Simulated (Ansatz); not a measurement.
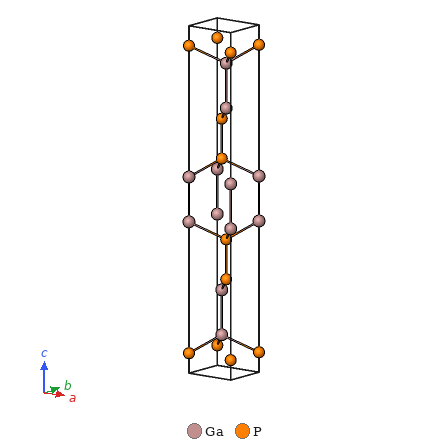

System: GaP, space group R-3m (No. 166). The picture shows the conventional cell.

Starting cell:
```yaml
crystal:
  lattice:
    - [1.94302, 1.12180, 6.43081]
    - [-1.94302, 1.12180, 6.43081]
    - [0.00000, -2.24360, 6.43081]
  atoms:
    - { symbol: Ga, position: [0.56463, 0.56463, 0.56463] }
    - { symbol: Ga, position: [0.43537, 0.43537, 0.43537] }
    - { symbol: P, position: [0.94261, 0.94261, 0.94261] }
    - { symbol: P, position: [0.05739, 0.05739, 0.05739] }
```

Computed with Ansatz 0.2.0: plane-wave DFT, no spin polarisation; energies at scaled volumes of the given cell, shape and fractions fixed, counted from the fit's minimum, third-order Birch-Murnaghan fit. Level: PBE.

- k mesh: 8×8×8
- occupations: Fermi–Dirac
- smearing width: 0.05 eV
- potentials: Ansatz PAW
- wave cutoff: 420 eV
- density cutoff: 1680 eV

Describe the result: the energy against volume. The volume takes the values 19.76, 20.18, 20.61, 21.03, 21.45, 21.87, 22.29 Å³/atom.

A third-order Birch–Murnaghan fit gives V0 = 21.04 Å³/atom, B0 = 71.1 GPa and B′ = 4.6. The energy is 19.17 meV/atom at volume 19.76 Å³/atom and 14.81 meV/atom at 22.29 Å³/atom; the lowest computed point is at volume 21.03 Å³/atom (0.00 meV/atom).

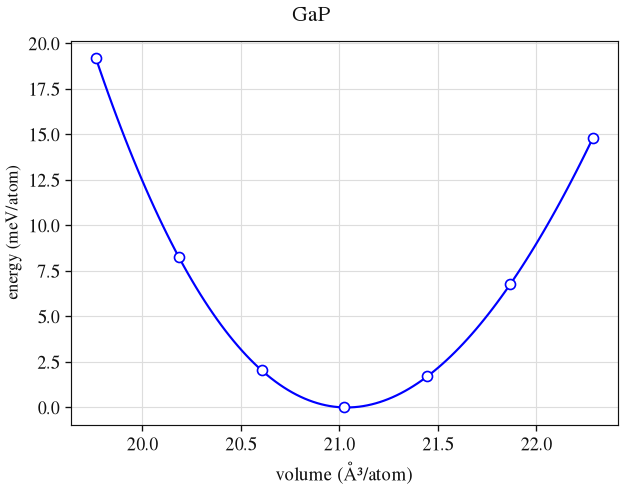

Note: shape and atomic fractions are frozen while scaling, which makes layered, chain and framework solids too stiff.
